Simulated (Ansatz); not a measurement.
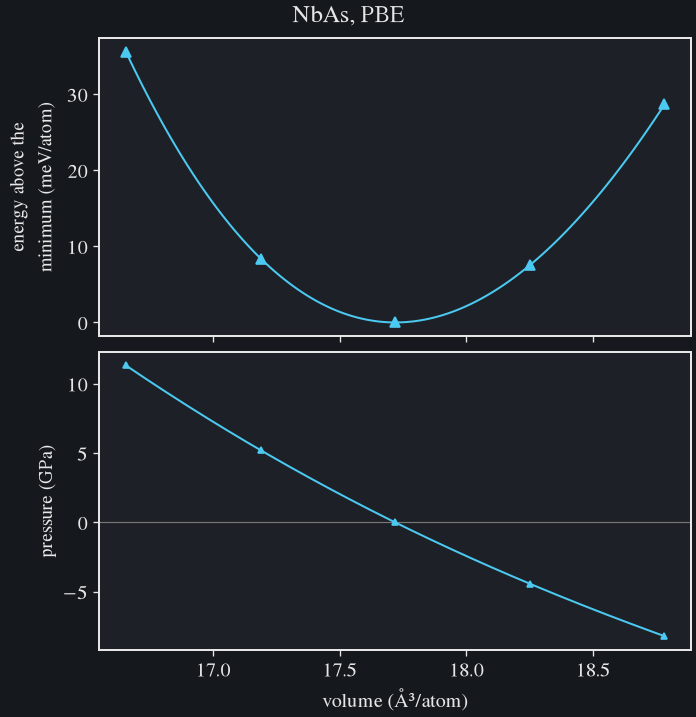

The plot gives the computed energy above the minimum and pressure against volume for NbAs, space group I4_1md (No. 109).

Cell as given: a = 6.367 Å, b = 6.367 Å, c = 6.367 Å, α = 148.34°, β = 148.34°, γ = 45.38°; 4 atoms.

Method: third-order Birch-Murnaghan fit to density functional energies at scaled volumes of the given relaxed cell, shape and atoms relaxed at each volume; energies count from the fitted minimum; plane waves with PAW datasets, Γ-centred k mesh (Ansatz 0.2.0). Level: PBE, no spin polarisation.

| setting | value |
| --- | --- |
| wave cutoff | 420 eV |
| k mesh | 18×18×18 |
| occupations | Gaussian |
| smearing width | 0.1 eV |

**Give the fitted equation-of-state parameters.**

A third-order Birch–Murnaghan fit gives V0 = 17.72 Å³/atom, B0 = 160 GPa and B′ = 4.3.

**What does the pressure do across the range?**

It falls from 11.33 GPa at volume 16.656 Å³/atom to −8.21 GPa at 18.782 Å³/atom, and changes sign near 17.72 Å³/atom.

The computed values:

```
volume (Å³/atom)  energy above the minimum (meV/atom)  pressure (GPa)
          16.656                                 35.6           11.33
          17.188                                  8.4            5.21
          17.719                                  0.0            0.00
          18.251                                  7.5           -4.43
          18.782                                 28.7           -8.21
```
